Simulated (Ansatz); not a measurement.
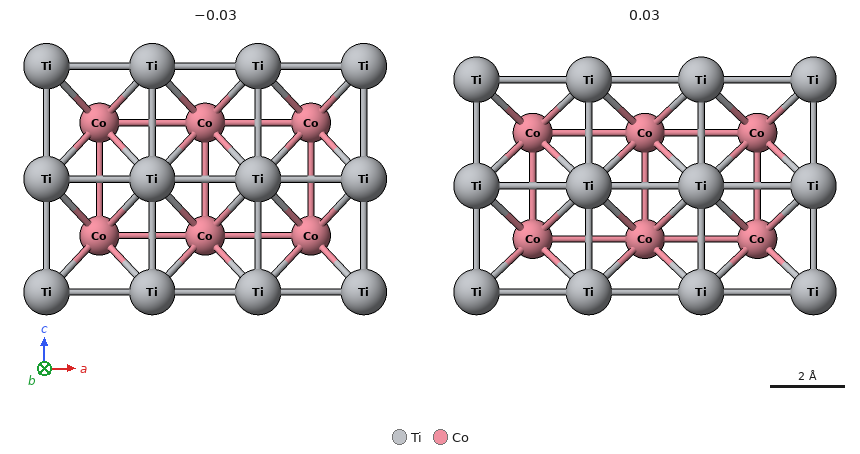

Solid TiCo (set up in Pm-3m), under biaxial strain in the a–b plane (c relaxed, atoms fixed by symmetry), with energies (extrapolated to zero smearing) counted from the relaxed crystal, which is the row at zero. The picture shows the first and the last member. Style: ball-and-stick. Shown: the cell of the calculation, repeated 3 × 1 × 2 with one cell outlined, along the b axis.

Computed with Ansatz 0.2.0: DFT PBE, scalar-relativistic, plane waves, PAW. Set-up: plane-wave cutoff 420 eV; k-point mesh 18 × 18 × 18; occupations gaussian; smearing width 0.1 eV; collinear spin; force threshold 0.008 eV/Å.

| strain | energy (meV/atom) | a (Å) | c (Å) |
| --- | --- | --- | --- |
| −0.03 | 18.07 | 2.896 | 3.092 |
| −0.02 | 8.98 | 2.926 | 3.047 |
| −0.01 | ? | ? | ? |
| 0.0 | 0.00 | 2.986 | 2.986 |
| 0.01 | 2.33 | 3.015 | 2.959 |
| 0.02 | 9.13 | 3.045 | 2.934 |
| 0.03 | 19.98 | 3.075 | 2.906 |

> Fill in the missing row.

A parabola through three neighbouring rows (−0.03, −0.02, 0.0) gives, with Lagrange weights, (−0.3333)(18.07) + (1.0000)(8.98) + (0.3333)(0.00) = 2.96 meV/atom. The calculation gives 2.23 meV/atom (a = 2.956 Å, c = 3.013 Å). The estimate is 0.73 meV/atom too high. The miss is large: three rows don't fix the curve here, or the series isn't smooth. From the first member to the last: Co–Co 3.092 → 2.906 Å, Ti–Ti 3.092 → 2.906 Å, Ti–Ti 2.896 → 3.075 Å.

The whole series:

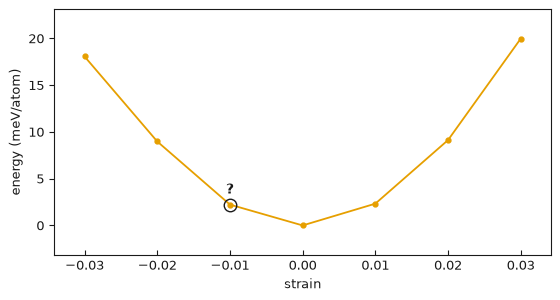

The cells carry a magnetic moment (0.7 to 1.0 μB per cell in all, first to last member); only the order that this cell allows was tried.
